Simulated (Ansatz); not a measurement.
```
CELL_PARAMETERS angstrom
4.54779 0.00000 0.00000
0.00000 4.54779 0.00000
0.00000 0.00000 4.54779
ATOMIC_POSITIONS crystal
Hf 0.00000 0.00000 0.00000
Hf 0.50000 0.50000 0.00000
Hf 0.50000 0.00000 0.50000
Hf 0.00000 0.50000 0.50000
N 0.50000 0.00000 0.00000
N 0.00000 0.50000 0.00000
N 0.00000 0.00000 0.50000
N 0.50000 0.50000 0.50000
```

Space group Fm-3m; computed pressure about −4 GPa in this cell; computed without spin polarisation.

All numbers below come from DFT r2SCAN, scalar-relativistic, plane waves, PAW in Ansatz.

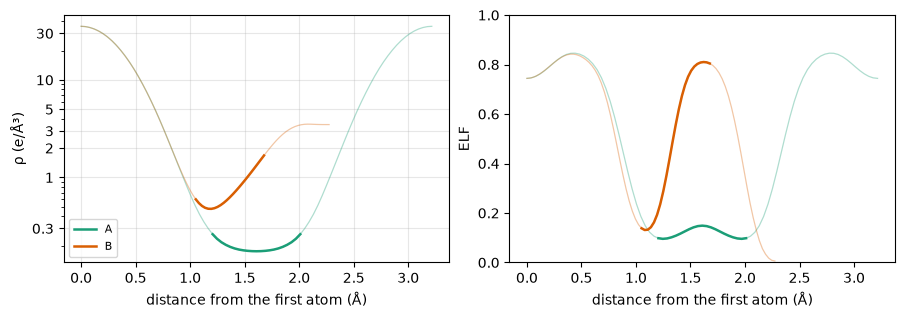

HfN. Valence charge density (pseudo) and ELF along straight lines between neighbouring atoms. Thin, pale parts lie inside the atomic spheres.

Core electrons are frozen (PAW), and the valence fields are smoothed inside the atomic spheres.

Which curve belongs to which contact (Hf–Hf and Hf–N)? The first atom named is at distance zero.

Curve A: Hf–Hf (3.22 Å): ρ at the midpoint is about 0.18 e/Å³; the ELF is about 0.15 at the midpoint (no shared electron pair shows on this line). Curve B: Hf–N (2.27 Å): ρ at the midpoint is about 0.49 e/Å³; the ELF peaks at about 0.80 in the valence shell of N, 0.7 Å from its nucleus, and is about 0.15 at the midpoint; no shared electron pair shows on this line.
